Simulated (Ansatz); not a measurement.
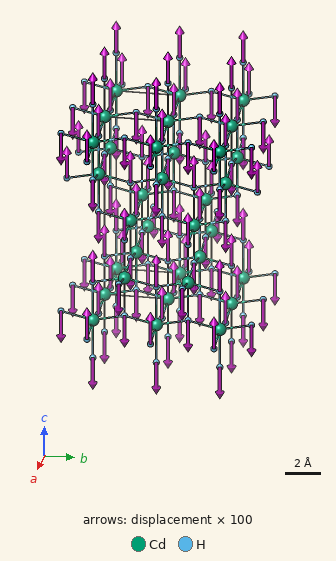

This is a relaxation of solid CdH2 (built on the anatase type). The starting structure is drawn; purple arrows show the displacements (the part carried along by the change of the cell is left out), magnified 100 times.

Style: ball-and-stick. Shown: the conventional cell (2 times the calculation's cell), repeated 2 × 2 × 1 with one cell outlined, from a free direction. Lengths and directions refer to the drawn axes.

Theory: Ansatz, DFT, r2SCAN+rVV10, plane waves, PAW. (plane-wave cutoff 500 eV; k-point mesh 8 × 8 × 8; occupations fermi dirac; smearing width 0.03 eV; no spin polarisation; cell and atoms relaxed; force threshold 0.01 eV/Å; at most 120 steps)

What happened in the run?

Answer. After 6 accepted moves (8 points after the start) the energy has fallen by 1.0 meV per atom. Largest force component: 0.055 eV/Å at the start, 0.00013 eV/Å at the end. The pressure goes from 0.49 to −0.01 GPa. The line search rejected the trial step at point 6 of the run. At 1 point the geometry stayed and the basis and grid were re-selected for the new cell (energy shift of less than 0.05 meV per atom at most each time). The largest moves relative to the cell, 0.020 Å, are those of H atoms. Cd stays in place. The drawn cell changes as follows: a = b 3.724 → 3.780 Å (+1.5 %), c 11.205 → 10.820 Å (−3.4 %); the volume changes by −0.5 %. Near-neighbour distances that change, for instance: Cd–H 2.392 → 2.330 Å, Cd–H 1.906 → 1.927 Å. Among the angles between lasting bonds that change: H–Cd–H 155.2° → 157.6°, Cd–H–Cd 155.2° → 157.6°. The space group stays I4_1/amd (No. 141). Cost: 3.9 min on 2 threads of Intel(R) Xeon(R) Processor @ 2.50GHz (Skylake/Cascade Lake) (shared host), peak memory 0.72 GiB.
